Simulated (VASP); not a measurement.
C18O (slab)

```
C O
1.0
     7.39800    0.00000    0.00000
    -3.69900    6.40686    0.00000
     0.00000    0.00000   11.00000
C O
18 1
Cartesian
  7.3572 0.0445 1.2509
  1.2226 0.7360 0.9900
  6.1178 2.1464 0.9033
  -0.0407 2.8594 0.9090
  4.9216 4.2637 0.9904
  -1.2803 4.9788 0.9656
  2.4187 0.0207 0.9655
  3.6584 0.7308 0.9194
  1.1989 2.1462 0.9034
  2.4187 2.8530 0.9037
  -0.0406 4.2688 0.9192
  1.1991 4.9788 0.9655
  4.8981 0.0206 0.9655
  6.0941 0.7361 0.9901
  3.6584 2.1400 0.9093
  4.8979 2.8534 0.9034
  2.3951 4.2633 0.9904
  3.6582 4.9551 1.2514
  3.6583 5.7035 2.5043
```

Not relaxed (largest force 0.3 eV/Å); spin-polarised.

All numbers below come from Kohn-Sham DFT of a periodic cell, PBE, VASP PAW PBE potentials, recommended in VASP.

Q: Predict the valence pseudo-density between the atoms.

A: C–C (1.39 Å): ρ is about 2.1 e/Å³ halfway.

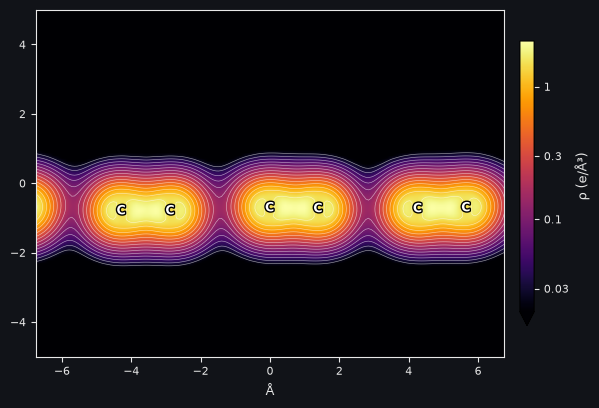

Computed valence pseudo-density on the (110) plane of the calculation cell, a cut from vacuum to vacuum. 

In a PAW calculation such maps are meaningful between the atoms, not at the nuclei.
